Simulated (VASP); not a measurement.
## ZnCu₂SnSe₄: geometry relaxation (part 2 of 3)

ZnCu₂SnSe₄ (8 atoms in the cell); Kohn-Sham DFT of a periodic cell, PBE, VASP PAW PBE potentials, recommended, no spin polarisation (VASP 6.6.1); cutoff 600 eV, 10×10×10 k-mesh, methfessel-paxton of 0.1 eV. The structure derives from a Materials Project entry.

Geometry of the input (Å; fractional positions):
```
-2.8856  2.8856  5.7398
2.8856  -2.8856  5.7398
2.8856  2.8856  -5.7398
Zn 0.7500  0.2500  0.5000
Cu 0.2500  0.7500  0.5000
Cu 0.0000  0.0000  0.0000
Sn 0.5000  0.5000  0.0000
Se 0.6298  0.6365  0.5262
Se 0.1103  0.1035  0.4738
Se 0.8965  0.3702  0.0068
Se 0.3635  0.8897  0.9932
```

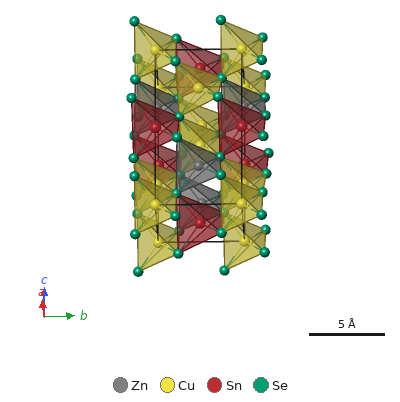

*The input geometry (polyhedral view of the cell 2 times as large as that of the calculation, set on its symmetry axes, seen at an oblique angle; polyhedra are completed across the faces of the cell).*

Parts of OUTCAR, continued
```
 Free energy of the ion-electron system (eV)
  ---------------------------------------------------
  ext. energy  EPLUGINS =         0.00000000
  ---------------------------------------------------
  free energy    TOTEN  =       -29.58985149 eV

  energy without entropy =      -29.59062863  energy(sigma->0) =      -29.59011054

------------------------ aborting loop because EDIFF is reached ----------------------------------------

  FORCE on cell =-STRESS in cart. coord.  units (eV):
  Direction    XX          YY          ZZ          XY          YZ          ZX
  --------------------------------------------------------------------------------------
  -------------------------------------------------------------------------------------
  Total        0.2676059      0.2676059      0.4111706     -0.0000001      0.0000000     -0.0000000
  in kB        2.2426620      2.2426620      3.4458003     -0.0000009      0.0000000     -0.0000000
  external PRESSURE =       2.6437081 kB  Pullay stress =       0.0000000 kB

 VOLUME and BASIS-vectors are now :
 -----------------------------------------------------------------------------
  energy-cutoff  :      600.00
  volume of cell :      191.18
      direct lattice vectors                 reciprocal lattice vectors
    -2.885637000  2.885637000  5.739831000     0.000000000  0.173271967  0.087110579
     2.885637000 -2.885637000  5.739831000     0.173271967  0.000000000  0.087110579
     2.885637000  2.885637000 -5.739831000     0.173271967  0.173271967  0.000000000

 POSITION                                       TOTAL-FORCE (eV/Angst)
 -----------------------------------------------------------------------------------
     -0.00000      2.88564      2.86992         0.000000     -0.000000      0.000000
      2.88564     -0.00000      2.86992         0.000000     -0.000000      0.000000
      0.00000      0.00000      0.00000         0.000000     -0.000000      0.000000
      0.00000      0.00000      5.73983         0.000000     -0.000000      0.000000
      1.53812      1.49899      4.24771         0.088725     -0.013622     -0.023580
      1.34751      1.38664     -1.49212        -0.088725      0.013622     -0.023580
     -1.49899      1.53812      7.23195         0.013622      0.088725      0.023580
      4.38463      1.34751      1.49212        -0.013622     -0.088725      0.023580
 -----------------------------------------------------------------------------------
    total drift:                                0.000007      0.000007      0.000008

  FREE ENERGIE OF THE ION-ELECTRON SYSTEM (eV)
  ---------------------------------------------------
  free  energy   TOTEN  =       -29.5898514912 eV

  energy  without entropy=      -29.5906286263  energy(sigma->0) =      -29.59011054

--------------------------------------- Ionic step        2  -------------------------------------------

 number of electron      72.0000001 magnetization

------------------------ aborting loop because EDIFF is reached ----------------------------------------

  FORCE on cell =-STRESS in cart. coord.  units (eV):
  Direction    XX          YY          ZZ          XY          YZ          ZX
  --------------------------------------------------------------------------------------
  -------------------------------------------------------------------------------------
  Total       -0.1295493     -0.1295493      0.0003983     -0.0000001      0.0000000     -0.0000000
  in kB       -1.0795114     -1.0795114      0.0033192     -0.0000008      0.0000000     -0.0000000
  external PRESSURE =      -0.7185679 kB  Pullay stress =       0.0000000 kB

 VOLUME and BASIS-vectors are now :
 -----------------------------------------------------------------------------
  energy-cutoff  :      600.00
  volume of cell :      192.27
      direct lattice vectors                 reciprocal lattice vectors
    -2.890293706  2.890293702  5.754062882    -0.000000000  0.172992800  0.086895123
     2.890293706 -2.890293702  5.754062882     0.172992800  0.000000000  0.086895123
     2.890293702  2.890293706 -5.754062882     0.172992800  0.172992800  0.000000000

 POSITION                                       TOTAL-FORCE (eV/Angst)
 -----------------------------------------------------------------------------------
     -0.00000      2.89029      2.87703         0.000000     -0.000000     -0.000000
      2.89029      0.00000      2.87703         0.000000     -0.000000     -0.000000
     -0.00000      5.78059      0.00000         0.000000      0.000000     -0.000000
      2.89029      2.89029      0.00000         0.000000      0.000000     -0.000000
      1.54489      1.50075      4.25710         0.049512     -0.013750     -0.007211
      1.34540      1.38954     -1.49696        -0.049512      0.013750     -0.007211
     -1.50075      1.54489      7.25102         0.013750      0.049512      0.007211
      4.39105      1.34540      1.49696        -0.013750     -0.049512      0.007211
 -----------------------------------------------------------------------------------
    total drift:                                0.000008      0.000008      0.000008

  FREE ENERGIE OF THE ION-ELECTRON SYSTEM (eV)
  ---------------------------------------------------
  free  energy   TOTEN  =       -29.5918790222 eV

  energy  without entropy=      -29.5926716348  energy(sigma->0) =      -29.59214323

--------------------------------------- Ionic step        3  -------------------------------------------

 number of electron      72.0000002 magnetization

------------------------ aborting loop because EDIFF is reached ----------------------------------------

  FORCE on cell =-STRESS in cart. coord.  units (eV):
  Direction    XX          YY          ZZ          XY          YZ          ZX
  --------------------------------------------------------------------------------------
  -------------------------------------------------------------------------------------
  Total       -0.1944036     -0.1944036     -0.0655187     -0.0000001      0.0000000     -0.0000000
  in kB       -1.6184179     -1.6184179     -0.5454460     -0.0000007      0.0000000     -0.0000000
  external PRESSURE =      -1.2607606 kB  Pullay stress =       0.0000000 kB

 VOLUME and BASIS-vectors are now :
 -----------------------------------------------------------------------------
  energy-cutoff  :      600.00
  volume of cell :      192.45
      direct lattice vectors                 reciprocal lattice vectors
    -2.891057438  2.891057433  5.756397008    -0.000000000  0.172947100  0.086859888
     2.891057438 -2.891057433  5.756397008     0.172947100  0.000000000  0.086859888
     2.891057433  2.891057438 -5.756397008     0.172947100  0.172947100  0.000000000

 POSITION                                       TOTAL-FORCE (eV/Angst)
 -----------------------------------------------------------------------------------
     -0.00000      2.89106      2.87820         0.000000     -0.000000     -0.000000
      2.89106      0.00000      2.87820        -0.000000     -0.000000     -0.000000
      0.00000     -0.00000      0.00000         0.000000      0.000000     -0.000000
      0.00000      0.00000      5.75640         0.000000     -0.000000     -0.000000
      1.54600      1.50104      4.25864         0.044590     -0.014244     -0.005237
      1.34506      1.39001     -1.49775        -0.044590      0.014244     -0.005237
     -1.50104      1.54600      7.25415         0.014244      0.044590      0.005237
      4.39210      1.34506      1.49775        -0.014244     -0.044590      0.005237
 -----------------------------------------------------------------------------------
    total drift:                                0.000008      0.000008      0.000008

  FREE ENERGIE OF THE ION-ELECTRON SYSTEM (eV)
  ---------------------------------------------------
  free  energy   TOTEN  =       -29.5919192830 eV

  energy  without entropy=      -29.5927143680  energy(sigma->0) =      -29.59218431

--------------------------------------- Ionic step        4  -------------------------------------------

 number of electron      72.0000001 magnetization

------------------------ aborting loop because EDIFF is reached ----------------------------------------

  FORCE on cell =-STRESS in cart. coord.  units (eV):
  Direction    XX          YY          ZZ          XY          YZ          ZX
  --------------------------------------------------------------------------------------
  -------------------------------------------------------------------------------------
  Total       -0.1182709     -0.1182709     -0.0164847     -0.0000001     -0.0000000     -0.0000000
  in kB       -0.9859654     -0.9859654     -0.1374248     -0.0000007     -0.0000000     -0.0000000
  external PRESSURE =      -0.7031185 kB  Pullay stress =       0.0000000 kB

 VOLUME and BASIS-vectors are now :
 -----------------------------------------------------------------------------
  energy-cutoff  :      600.00
  volume of cell :      192.19
      direct lattice vectors                 reciprocal lattice vectors
    -2.888746214  2.888746206  5.757686115    -0.000000000  0.173085472  0.086840441
     2.888746214 -2.888746206  5.757686115     0.173085472  0.000000000  0.086840441
     2.888746206  2.888746214 -5.757686115     0.173085471  0.173085472  0.000000000

 POSITION                                       TOTAL-FORCE (eV/Angst)
 -----------------------------------------------------------------------------------
     -0.00000      2.88875      2.87884         0.000000     -0.000000     -0.000000
      2.88875      0.00000      2.87884         0.000000     -0.000000     -0.000000
     -2.88875      2.88875      5.75769        -0.000000     -0.000000     -0.000000
      0.00000      0.00000      5.75769         0.000000     -0.000000     -0.000000
      1.54808      1.49897      4.25905         0.020906     -0.005816     -0.000360
      1.34067      1.38978     -1.49864        -0.020906      0.005816     -0.000360
     -1.49897      1.54808      7.25633         0.005816      0.020906      0.000360
      4.38771      1.34067      1.49864        -0.005816     -0.020906      0.000360
 -----------------------------------------------------------------------------------
    total drift:                                0.000008      0.000008      0.000009

  FREE ENERGIE OF THE ION-ELECTRON SYSTEM (eV)
  ---------------------------------------------------
  free  energy   TOTEN  =       -29.5926291692 eV

  energy  without entropy=      -29.5934177787  energy(sigma->0) =      -29.59289204

--------------------------------------- Ionic step        5  -------------------------------------------

 number of electron      72.0000000 magnetization

------------------------ aborting loop because EDIFF is reached ----------------------------------------

  FORCE on cell =-STRESS in cart. coord.  units (eV):
  Direction    XX          YY          ZZ          XY          YZ          ZX
  --------------------------------------------------------------------------------------
  -------------------------------------------------------------------------------------
  Total       -0.0050353     -0.0050353      0.0635990     -0.0000001     -0.0000000      0.0000000
  in kB       -0.0420501     -0.0420501      0.5311224     -0.0000010     -0.0000000      0.0000000
  external PRESSURE =       0.1490074 kB  Pullay stress =       0.0000000 kB

 VOLUME and BASIS-vectors are now :
 -----------------------------------------------------------------------------
  energy-cutoff  :      600.00
  volume of cell :      191.85
      direct lattice vectors                 reciprocal lattice vectors
    -2.885807825  2.885807812  5.759325029    -0.000000000  0.173261711  0.086815729
     2.885807825 -2.885807812  5.759325029     0.173261711  0.000000000  0.086815729
     2.885807812  2.885807825 -5.759325029     0.173261711  0.173261711  0.000000000

 POSITION                                       TOTAL-FORCE (eV/Angst)
 -----------------------------------------------------------------------------------
     -0.00000      2.88581      2.87966         0.000000     -0.000000     -0.000000
      2.88581      0.00000      2.87966         0.000000     -0.000000     -0.000000
      0.00000     -0.00000      0.00000        -0.000000      0.000000     -0.000000
      0.00000      0.00000      5.75933        -0.000000      0.000000     -0.000000
      1.55071      1.49633      4.25956        -0.008509      0.004926      0.006005
      1.33510      1.38948     -1.49977         0.008509     -0.004926      0.006005
     -1.49633      1.55071      7.25909        -0.004926     -0.008509     -0.006005
      4.38214      1.33510      1.49977         0.004926      0.008509     -0.006005
 -----------------------------------------------------------------------------------
    total drift:                                0.000009      0.000009      0.000009

  FREE ENERGIE OF THE ION-ELECTRON SYSTEM (eV)
  ---------------------------------------------------
  free  energy   TOTEN  =       -29.5928443673 eV

  energy  without entropy=      -29.5936245180  energy(sigma->0) =      -29.59310442

--------------------------------------- Ionic step        6  -------------------------------------------

 number of electron      72.0000000 magnetization

 Free energy of the ion-electron system (eV)
  ---------------------------------------------------
  ext. energy  EPLUGINS =         0.00000000
  ---------------------------------------------------
  free energy    TOTEN  =       -29.59286321 eV

  energy without entropy =      -29.59364507  energy(sigma->0) =      -29.59312383

 E-fermi :   3.5784     XC(G=0):  -9.2846     alpha+bet : -8.6004

 val. band max:        3.5513902986   @ k =   0.0000   0.0000   0.0000
 cond. band min:       3.5874382419   @ k =   0.0000   0.0000   0.0000
 fundamental gap:      0.0360479433
 Fermi energy:         3.5783605289
```
